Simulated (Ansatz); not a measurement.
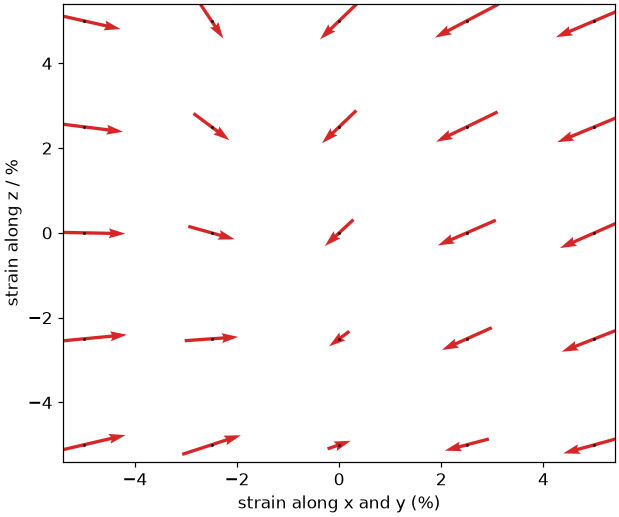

Al (P6_3/mmc, No. 194; 2 atoms in the cell). The cell is strained homogeneously, by one strain along x and y and another along z, with fractional coordinates fixed (x along [1 0 0], z along [0 0 1] of the conventional cell). First axis: strain along x and y. Second axis: strain along z. The grid has 5 × 5 points. Points are written as (first, second). The reference cell is the one listed in the database, not relaxed at this level. Level of theory: DFT r2SCAN, scalar-relativistic, plane waves, PAW in Ansatz 0.2.0. Settings: cutoff 500 eV, k-mesh 18×18×10 in the order of the run's cell vectors, gaussian smearing 0.15 eV, no spin polarisation.

Drawn: dots at the grid points, arrows along the force (downhill), their lengths compressed.

The arrows alone are given. Where is the energy lowest?

The arrows converge at about (0.2 %, −4.3 %) (read from the interpolated surface).

The energy map of the same scan:

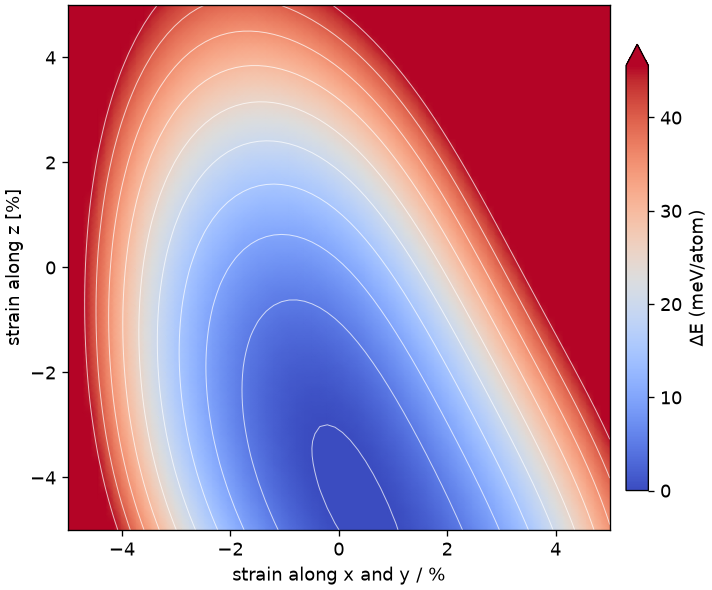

Energies are in meV/atom, from the lowest grid point; between grid points the surface is interpolated.
